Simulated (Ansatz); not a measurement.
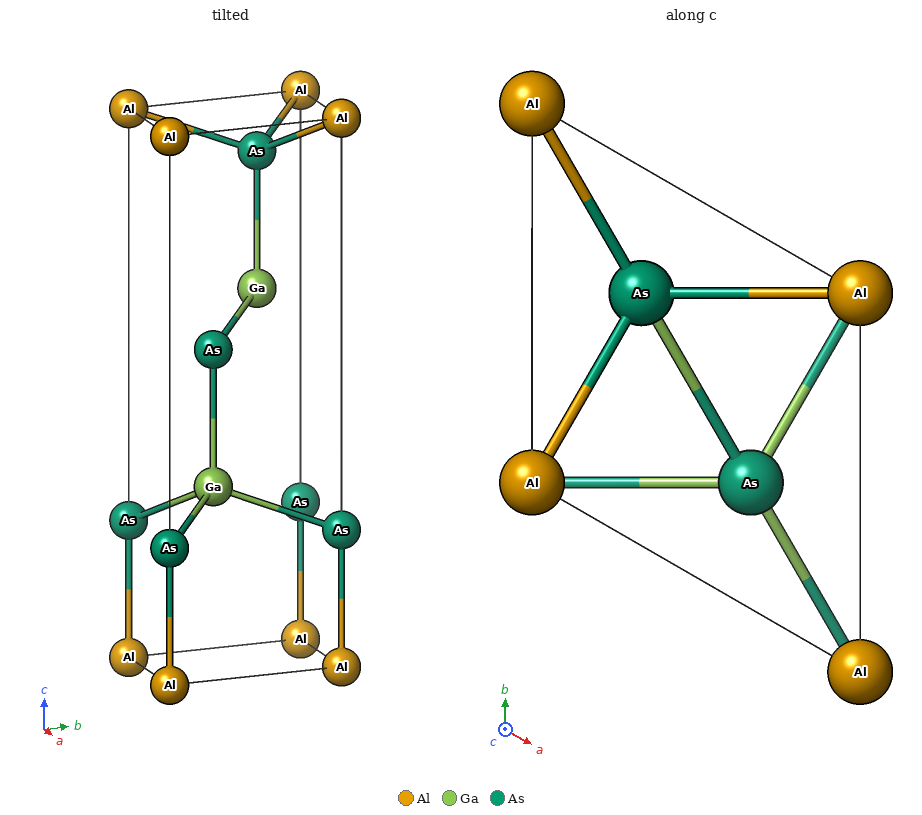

Ball-and-stick drawing of the structure, looking slightly off an axis and along the c axis. The wireframe shows the conventional unit cell. Cell: a = 4.06 Å, b = 4.06 Å, c = 9.94 Å, α = 90.00°, β = 90.00°, γ = 120.00°.

Provenance: a structure type filled with these elements by a generator (whether the compound takes this form wasn't checked). Earlier steps of the study may have refined or changed the cell and positions. It was the input of a calculation with Ansatz.

Caption:

Formula: AlGa$_{2}$As$_{3}$. The atoms follow space group P3m1 (No. 156); the Bravais lattice is primitive hexagonal. It has 6 atoms to the cell (1 Al, 2 Ga, 3 As). Each Al atom is coordinated by four As in a tetrahedral arrangement at about 2.5 Å. Each Ga has four As in a tetrahedral arrangement at about 2.5 Å. As takes three kinds of site: 1b with three Al and one Ga in a tetrahedral arrangement (about 2.5 Å to Al, 2.5 Å to Ga); 1c with four Ga in a tetrahedral arrangement at about 2.5 Å; 1a with three Ga and one Al in a tetrahedral arrangement (about 2.5 Å to Ga, 2.5 Å to Al). The bonds build a three-dimensional framework.

Calculation details: Ansatz 0.2.0, DFT PBE, scalar-relativistic, plane waves, PAW; a cutoff energy of 420 eV, k-point mesh 12×12×4, Gaussian smearing of 0.02 eV, no spin polarisation.

What does the calculation say: metal or gapped?

A semiconductor at this level, with a gap of 0.53 eV, direct.

Predict the Bader charges.

Al +1.94 e; Ga +0.68 e; As -1.63 to -0.67 e.

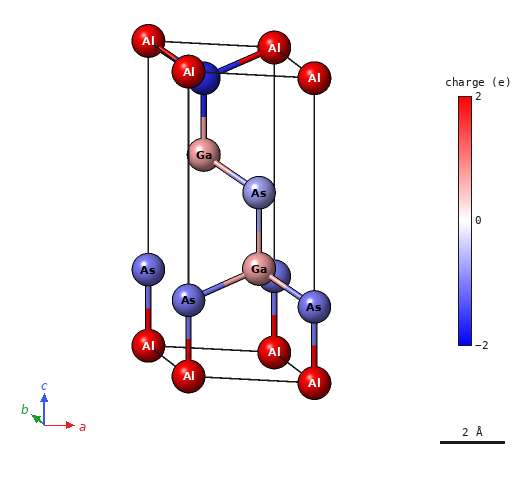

The atoms coloured by those charges. The run's cell of 6 atoms is drawn.

Is the structure in equilibrium?

Yes. All forces vanish to within 0.01 eV/Å. The pressure is 0.0 GPa, close to zero.
